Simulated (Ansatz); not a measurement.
System: Be, space group Fm-3m (No. 225) (one of a set of cubic test structures, which need not be the stable phase).

Calculation (Ansatz 0.2.0 development build): equation of state of a cubic crystal from periodic Kohn-Sham density functional theory without spin, third-order Birch-Murnaghan fit to the free energies; pressure corrected for the finite basis. Level: r2SCAN.

| setting | value |
| --- | --- |
| structure type | fcc |
| atoms in cell | 1 |
| space group number | 225 |
| lattice centring | face-centred primitive |
| k mesh | 18×18×18 |
| occupation method | Fermi–Dirac |
| occupation width | 0.1 eV |
| wave cutoff | 700 eV |
| datasets | hard PAW |
| density tolerance | 1e−09 eV |
| bands | 6 |
| density cutoff ratio | 4 |
| search for lower states | default |
| xc grid level | 2 |

Describe the result: the energy above the lowest point and pressure against volume. The volume takes the values 7.2441, 7.4803, 7.7165, 7.9528, 8.1890 Å³/atom.

A third-order Birch–Murnaghan fit gives V0 = 7.90 Å³/atom, B0 = 120 GPa and B′ = 3.2. The energy above the lowest point is 22.9 meV/atom at volume 7.2441 Å³/atom and 3.7 meV/atom at 8.1890 Å³/atom; the lowest computed point is at volume 7.9528 Å³/atom (0.0 meV/atom), and no other minimum shows. The pressure falls from 11.9 GPa at volume 7.2441 Å³/atom to −4.1 GPa at 8.1890 Å³/atom, and changes sign near 7.90 Å³/atom.

| volume (Å³/atom) | energy above the lowest point (meV/atom) | pressure (GPa) |
| --- | --- | --- |
| 7.2441 | 22.9 | 11.9 |
| 7.4803 | 8.9 | 7.1 |
| 7.7165 | 1.5 | 2.9 |
| 7.9528 | 0.0 | −0.8 |
| 8.1890 | 3.7 | −4.1 |

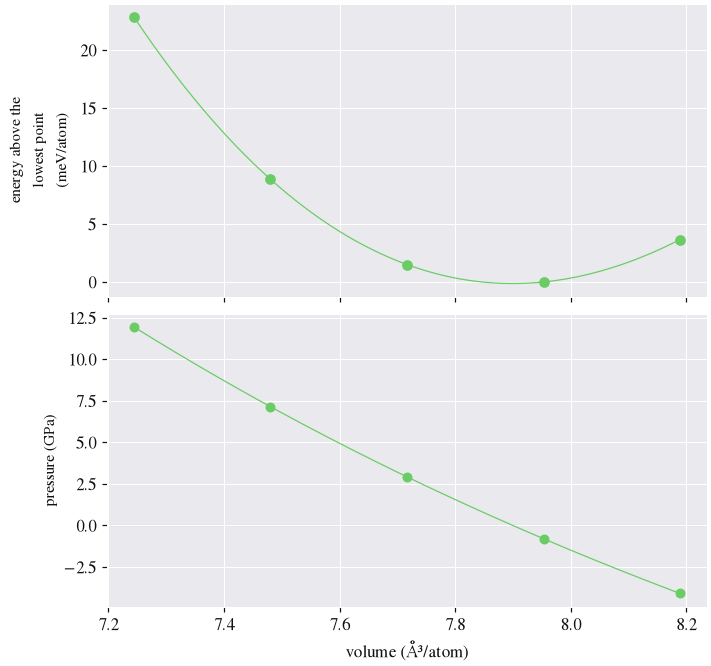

Caveats: cubic model structure, not the ambient form; modest k-mesh, values are not fully converged in k; pseudopotentials made with PBE, not this functional.
